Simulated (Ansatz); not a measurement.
**Geometry relaxation of Ti$_{3}$Al$_{11}$ (part 2 of 2)**

Ti$_{3}$Al$_{11}$ (slab, 14 atoms in the cell); DFT PBE+D3(BJ), scalar-relativistic, plane waves, PAW, no spin polarisation (Ansatz 0.2.0); cutoff 420 eV, 7×7×1 k-mesh, Gaussian smearing of 0.1 eV. The structure derives from a Materials Project entry. The input holds or restrains some coordinates. Forces given for the steps count only the free coordinates. It belongs to a series of runs on one base structure; here: clean slab, lower half held.

Geometry of the input (Å; fractional positions):
```
5.0246  0.0000  0.0000
2.1591  4.5371  0.0000
0.0000  0.0000  25.0494
Al 0.5000  0.0000  0.3393
Al 0.0000  0.5000  0.3393
Ti 0.5000  0.5000  0.3929
Al 0.0000  0.0000  0.3929
Al 0.0000  0.5000  0.4464
Al 0.5000  0.0000  0.4464
Ti 0.0000  0.0000  0.5000
Al 0.5000  0.5000  0.5000
Al 0.5000  0.0000  0.5536
Al 0.0000  0.5000  0.5536
Ti 0.5000  0.5000  0.6071
Al 0.0000  0.0000  0.6071
Al 0.0000  0.5000  0.6607
Al 0.5000  0.0000  0.6607
```

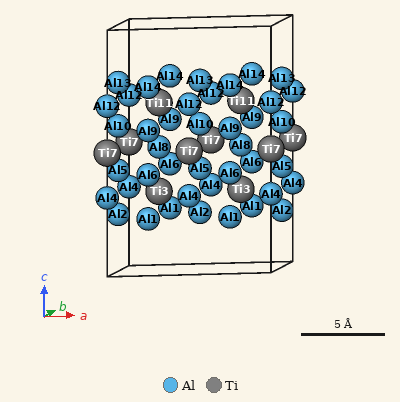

Figure 1. The geometry at step 3 of the log (spheres-only view of the 2 × 1 repeat of the cell, with the vacuum cut short, seen slightly off an axis; atoms are numbered from 1 in the order of the input).

```
WARN: The output density's exchange-correlation potential varies sharply where the density is thin. Do not read a vacuum level from v_tot or v_xc, or from such a field of the output density. On a cell that repeats whose density bears no net charge and no dipole along the vacuum's axis use v_es (v_loc + v_h of the components); under efield.dipole_correction with no amplitude use v_es + v_field, which holds any external_charges[].barrier, or the levels of the report's work_function block, which leave it out; under a non-zero efield.amplitude the vacuum is tilted and has no level; on a cell that repeats and bears such a dipole with no correction it is tilted too, and efield.dipole_correction with no amplitude gives each side of its ramp a level where efield: is served; in a cell that repeats whose density bears a net charge (total_charge, or a fill off its count) it is curved and has none; of a slab under crystal.periodic whose density bears no net charge use v_es, which has a level on each side, short of where the two are joined; of another it falls or rises all the way out and has none; of a slab beside external_charges read slab_vacuum_level instead, which it has where they leave it neutral. The grid or the basis barely resolves most such structure, and the values can differ between equally converged runs; as a rule a tighter scf.convergence.dr2_threshold does not remove it. Where the density itself ripples (under the LDA too) a higher basis.ecutwfc lessens it. The files hold the spikes' plane waves up to the density's cutoff. Files: v_tot_of_output_density and the like, and their columns of v_z.tsv (output.write_potential); v_xc_of_output_density and the like, and their columns of v_comp_z.tsv (output.write_potential_components). Measured: with its Gaussian average of σ = 0.25 Å subtracted twice, the exchange-correlation potential is over 0.1 eV at 8 of the grid points where the equally averaged density (valence and model cores) is under 1e-3 e/Å³, and 0.173 eV at the most among them, at an averaged density of 1.9e-8 e/Å³. The input density's (outcome.potential() and, of a run that writes arrays, v_tot and v_xc) is over 0.1 eV, so measured, at 40 points of its own thin density, 0.119 eV at the most. See output.write_potential in the manual, Limitations
SCF converged after 5 iterations
Free energy (F): -13417.080185 eV
Harris-Foulkes:  -13417.080185 eV  (|F-HF|=5.66e-9)
Internal energy: -13417.034700 eV  (E = F + TS)
E sigma→0 (E₀):  -13417.057442 eV
Entropy (-TS):   -0.045485 eV (-3.249 meV/atom)
Fermi energy:    1.097869 eV
Dipole field:    D = -0.000242 V/Å  (p = -0.000765 e·Å, saw-weighted, corrected)
Work function:   Φ+ = 4.1593 eV   Φ− = 4.1532 eV
Levels:          The Fermi level and band energies are counted from a zero that moves with the ramp; work functions are not
--- Per-component energies (eV) ---
  E_band       = -998.399853
  E_kinetic    = 1068.730983
  E_local      = -36405.853694  (includes V_loc(G=0)·N_el)
  E_nonlocal   = 143.043047
  E_hartree    = 17717.148886
  E_xc         = -727.982980
  E_vxc        = -682.137214  (∫ρ·V_xc dr)
  E_paw        = -8286.765849  (= ΣΔE_a)
  E_vpaw       = -556.471556  (= ΣTr[D̂ρ^β])
  E_aug_tail   = 0.000339  (compensation charges beyond the density's cutoff)
  E_efield     = 0.000000  (sawtooth field / dipole correction)
  E_vefield    = 0.000483  (∫n·V_field dr)
  E_ewald      = 13079.080744
  E_disp       = -4.436175  (pairwise vdW)
  E_smearing   = -0.045485  (= −TS)
  E_closure    = -0.000000  (closes the sum)
  Σ components = -13417.080185   (vs F -13417.080185, Δ=0.00e0)
--- Forces (eV/Å), atoms counted from 1 ---
  atom   1  Al     0.00000000     0.00000000     0.30464394
  atom   2  Al    -0.00000000     0.00000000     0.30464394
  atom   3  Ti     0.00000000     0.00000000    -0.07427720
  atom   4  Al     0.00000000     0.00000000    -0.66223614
  atom   5  Al     0.00000000    -0.00000000     0.06225726
  atom   6  Al     0.00000000     0.00000000     0.06225726
  atom   7  Ti     0.00000000     0.00000000    -0.00058631
  atom   8  Al     0.00000000     0.00000000    -0.00072808
  atom   9  Al     0.00000000     0.00000000     0.00033988
  atom  10  Al     0.00000000     0.00000000     0.00033988
  atom  11  Ti    -0.00000000    -0.00000000     0.00151834
  atom  12  Al     0.00000000     0.00000000     0.00227075
  atom  13  Al     0.00000000     0.00000000    -0.00018927
  atom  14  Al     0.00000000     0.00000000    -0.00018927
  max |Σ_I F_I| component: 6.50e-5 eV/Å
--- Band table (eV; the first three rows and the last of 16) ---
  k-point 0: bands = ["-55.3644", "-55.3281", "-55.2652", "-31.7746", "-31.7346", "-31.6072", "-31.5965", "-31.5928", "-31.5898", "-31.5803", "-31.5491", "-31.5319", "-8.7116", "-7.7830", "-6.3686", "-4.2151", "-2.9829", "-2.7567", "-2.4797", "-2.2182", "-1.9869", "-1.5592", "-1.3883", "-1.3155", "-1.1647", "-1.0250", "-0.7465", "-0.7209", "-0.4060", "-0.0652", "-0.0431", "0.0056", "0.3992", "0.6663", "0.8102", "0.9668", "0.9919", "1.9774", "2.4743", "2.6411", "3.0759", "3.1477", "3.3066", "3.3170", "3.3954", "3.5443", "3.8107", "3.8805", "3.9568"]
  k-point 1: bands = ["-55.3644", "-55.3281", "-55.2651", "-31.7746", "-31.7346", "-31.6075", "-31.5966", "-31.5946", "-31.5880", "-31.5807", "-31.5492", "-31.5321", "-8.5623", "-7.6384", "-6.2368", "-4.1063", "-4.0127", "-3.2956", "-2.7688", "-2.4592", "-1.6478", "-1.5365", "-1.4902", "-1.4636", "-1.2641", "-0.5209", "-0.4494", "-0.3849", "-0.2894", "-0.2360", "0.0806", "0.1027", "0.2782", "0.5040", "0.6543", "0.8860", "1.2278", "2.1765", "2.4790", "2.7691", "2.8630", "3.0312", "3.1189", "3.1817", "3.5970", "3.7204", "3.9971", "4.0637", "4.2523"]
  k-point 2: bands = ["-55.3643", "-55.3280", "-55.2651", "-31.7746", "-31.7346", "-31.6085", "-31.5969", "-31.5956", "-31.5876", "-31.5806", "-31.5495", "-31.5325", "-8.1212", "-7.2130", "-5.8962", "-5.1996", "-4.4814", "-3.7622", "-3.4155", "-2.8328", "-2.0744", "-1.8670", "-1.6304", "-1.5398", "-1.3614", "-0.8015", "-0.4137", "-0.1601", "0.1131", "0.1790", "0.2822", "0.4632", "0.5995", "0.6845", "0.8821", "1.1837", "1.4711", "2.2578", "2.4133", "2.6300", "2.7262", "2.9368", "2.9789", "3.0904", "3.6592", "4.0406", "4.1647", "4.2328", "4.3364"]
  k-point 15: bands = ["-55.3643", "-55.3280", "-55.2651", "-31.7743", "-31.7343", "-31.6080", "-31.5981", "-31.5950", "-31.5880", "-31.5810", "-31.5508", "-31.5334", "-7.0595", "-6.2781", "-5.9848", "-5.2617", "-5.1831", "-4.9621", "-3.7047", "-3.4152", "-3.3945", "-2.5355", "-1.7716", "-1.5762", "-1.2292", "-1.0740", "-0.9251", "-0.2680", "0.3153", "0.3290", "0.7281", "0.7949", "0.9658", "1.1031", "1.2782", "1.4797", "1.8749", "1.9790", "2.1873", "2.2295", "2.7197", "2.8614", "2.9120", "3.4793", "3.6323", "3.8296", "3.9766", "4.4077", "4.6485"]
--- Relaxed structure (4 steps of the walk, 4 accepted, 0 SCFs on fresh bases) ---
  F+E_penalty+E_count = -13417.08018481 eV   max|allowed force component| = 2.271e-3 eV/Å
  atoms:
    - { symbol: Al, position: [0.5000000000000001, 0.0, 0.3393289440000001] }
    - { symbol: Al, position: [0.0, 0.5000000000000001, 0.3393289440000001] }
    - { symbol: Ti, position: [0.5000000000000001, 0.5, 0.3928859627] }
    - { symbol: Al, position: [0.0, 0.0, 0.3928859627] }
    - { symbol: Al, position: [0.0, 0.5000000000000001, 0.44644298130000004] }
    - { symbol: Al, position: [0.5000000000000001, 0.0, 0.44644298130000004] }
    - { symbol: Ti, position: [4.791212413833061e-36, -3.40205337072322e-48, 0.5022288613685817] }
    - { symbol: Al, position: [0.5000000000000001, 0.5, 0.5009568988949239] }
    - { symbol: Al, position: [0.5000000000000001, 0.0, 0.5545323936880132] }
    - { symbol: Al, position: [0.0, 0.5000000000000001, 0.5545323936880132] }
    - { symbol: Ti, position: [0.5000000000000001, 0.5, 0.608884335879397] }
    - { symbol: Al, position: [3.0207766622608964e-34, 1.0612059710656613e-35, 0.6159626751917598] }
    - { symbol: Al, position: [0.0, 0.5000000000000001, 0.6600443476954708] }
    - { symbol: Al, position: [0.5000000000000001, 0.0, 0.6600443476954708] }
```

Trajectory as extended XYZ (Å, eV, eV/Å), 4 frames, from step=1 to step=4:
```
14
Lattice="5.0246 0.0000 0.0000 2.1591 4.5371 0.0000 0.0000 0.0000 25.0494" Properties=species:S:1:pos:R:3:forces:R:3 step=1 energy=-13416.98292
Al    2.5123    0.0000    8.5000    0.0000   0.0000   0.2955
Al    1.0795    2.2686    8.5000    0.0000   0.0000   0.2955
Ti    3.5918    2.2686    9.8416    0.0000   0.0000  -0.2053
Al    0.0000    0.0000    9.8416    0.0000   0.0000  -0.8188
Al    1.0795    2.2686   11.1831    0.0000   0.0000  -0.0660
Al    2.5123    0.0000   11.1831    0.0000   0.0000  -0.0660
Ti    0.0000    0.0000   12.5247    0.0000   0.0000   0.0000
Al    3.5918    2.2686   12.5247    0.0000   0.0000   0.0000
Al    2.5123    0.0000   13.8663    0.0000   0.0000   0.0660
Al    1.0795    2.2686   13.8663    0.0000   0.0000   0.0660
Ti    3.5918    2.2686   15.2079    0.0000   0.0000   0.2053
Al    0.0000    0.0000   15.2079    0.0000   0.0000   0.8188
Al    1.0795    2.2686   16.5494    0.0000   0.0000  -0.2955
Al    2.5123    0.0000   16.5494    0.0000   0.0000  -0.2955
14
Lattice="5.0246 0.0000 0.0000 2.1591 4.5371 0.0000 0.0000 0.0000 25.0494" Properties=species:S:1:pos:R:3:forces:R:3 step=2 energy=-13417.07406
Al    2.5123    0.0000    8.5000    0.0000   0.0000   0.3060
Al    1.0795    2.2686    8.5000    0.0000   0.0000   0.3060
Ti    3.5918    2.2686    9.8416    0.0000   0.0000  -0.0405
Al    0.0000    0.0000    9.8416    0.0000   0.0000  -0.6194
Al    1.0795    2.2686   11.1831    0.0000   0.0000   0.1017
Al    2.5123    0.0000   11.1831    0.0000   0.0000   0.1017
Ti    0.0000    0.0000   12.5935    0.0000   0.0000  -0.1549
Al    3.5918    2.2686   12.5577    0.0000   0.0000   0.0166
Al    2.5123    0.0000   13.9004    0.0000   0.0000  -0.0453
Al    1.0795    2.2686   13.9004    0.0000   0.0000  -0.0453
Ti    3.5918    2.2686   15.2834    0.0000   0.0000  -0.2014
Al    0.0000    0.0000   15.4053    0.0000   0.0000   0.1349
Al    1.0795    2.2686   16.5340    0.0000   0.0000   0.0694
Al    2.5123    0.0000   16.5340    0.0000   0.0000   0.0694
14
Lattice="5.0246 0.0000 0.0000 2.1591 4.5371 0.0000 0.0000 0.0000 25.0494" Properties=species:S:1:pos:R:3:forces:R:3 step=3 energy=-13417.08000
Al    2.5123    0.0000    8.5000    0.0000   0.0000   0.3041
Al    1.0795    2.2686    8.5000    0.0000   0.0000   0.3041
Ti    3.5918    2.2686    9.8416    0.0000   0.0000  -0.0782
Al    0.0000    0.0000    9.8416    0.0000   0.0000  -0.6692
Al    1.0795    2.2686   11.1831    0.0000   0.0000   0.0645
Al    2.5123    0.0000   11.1831    0.0000   0.0000   0.0645
Ti    0.0000    0.0000   12.5782    0.0000   0.0000   0.0376
Al    3.5918    2.2686   12.5475    0.0000   0.0000   0.0147
Al    2.5123    0.0000   13.8931    0.0000   0.0000  -0.0032
Al    1.0795    2.2686   13.8931    0.0000   0.0000  -0.0032
Ti    3.5918    2.2686   15.2522    0.0000   0.0000   0.0152
Al    0.0000    0.0000   15.4347    0.0000   0.0000  -0.0165
Al    1.0795    2.2686   16.5387    0.0000   0.0000  -0.0172
Al    2.5123    0.0000   16.5387    0.0000   0.0000  -0.0172
14
Lattice="5.0246 0.0000 0.0000 2.1591 4.5371 0.0000 0.0000 0.0000 25.0494" Properties=species:S:1:pos:R:3:forces:R:3 step=4 energy=-13417.08019
Al    2.5123    0.0000    8.5000    0.0000   0.0000   0.3046
Al    1.0795    2.2686    8.5000    0.0000   0.0000   0.3046
Ti    3.5918    2.2686    9.8416    0.0000   0.0000  -0.0743
Al    0.0000    0.0000    9.8416    0.0000   0.0000  -0.6622
Al    1.0795    2.2686   11.1831    0.0000   0.0000   0.0623
Al    2.5123    0.0000   11.1831    0.0000   0.0000   0.0623
Ti    0.0000    0.0000   12.5806    0.0000   0.0000  -0.0006
Al    3.5918    2.2686   12.5487    0.0000   0.0000  -0.0007
Al    2.5123    0.0000   13.8907    0.0000   0.0000   0.0003
Al    1.0795    2.2686   13.8907    0.0000   0.0000   0.0003
Ti    3.5918    2.2686   15.2522    0.0000   0.0000   0.0015
Al    0.0000    0.0000   15.4295    0.0000   0.0000   0.0023
Al    1.0795    2.2686   16.5337    0.0000   0.0000  -0.0002
Al    2.5123    0.0000   16.5337    0.0000   0.0000  -0.0002
```

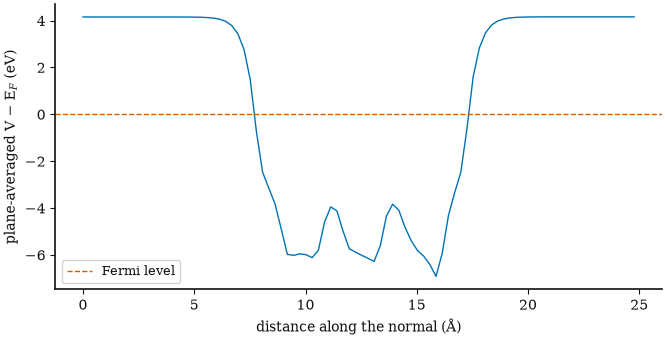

Figure 2. Plane average of the electrostatic potential energy of an electron across the cell, from the Fermi level. The vacuum level lies 4.16 eV above the Fermi level.

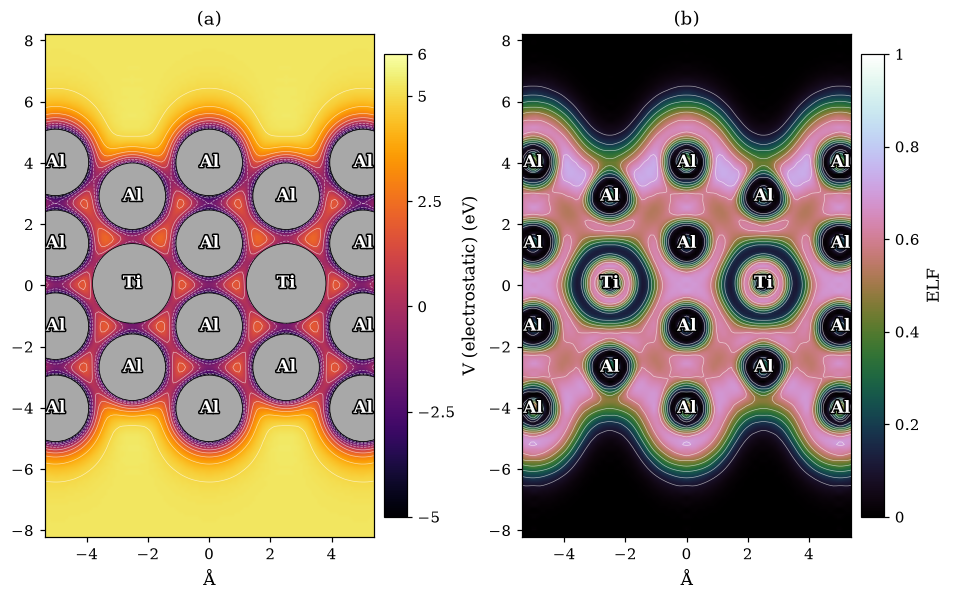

Figure 3. (a) electrostatic potential (local pseudopotential plus Hartree) felt by an electron; (b) electron localisation function on the (010) plane of the calculation cell, a cut from vacuum to vacuum. Grey discs, where drawn, cover atomic cores. Atoms in the plane: Al and Ti. Al–Al (2.64 Å): the ELF peaks at about 0.70 between the atoms. Al–Al (2.68 Å): the ELF peaks at about 0.65 between the atoms. Ti–Al (2.74 Å): the ELF is about 0.35 at the midpoint (metallic bonding. Ti–Al (2.83 Å): the ELF is about 0.40 at the midpoint, as expected for metallic bonding. The strong features right at Ti lie inside the PAW spheres (semicore, d or f shells) and say nothing about bonding. The fields are those of the smooth PAW valence density.

Key numbers:

```tsv
quantity	value
outcome	converged under the restraints of the input
electrons treated	69
free energy	−13417.0802 eV
work function, top face	4.16 eV
work function, bottom face	4.15 eV
Fermi energy	1.098 eV
gap on the k-point mesh	none (metallic)
final volume	571.06 Å³
work function (upper face)	4.16 eV
largest force (length of the vector) at the end, held atoms and coordinates included	0.662 eV/Å
wall time	2.2 min (CPU time 4.2 min)
peak memory	0.96 GiB
```

The program warns: the exchange-correlation potential is rough where the density is thin.
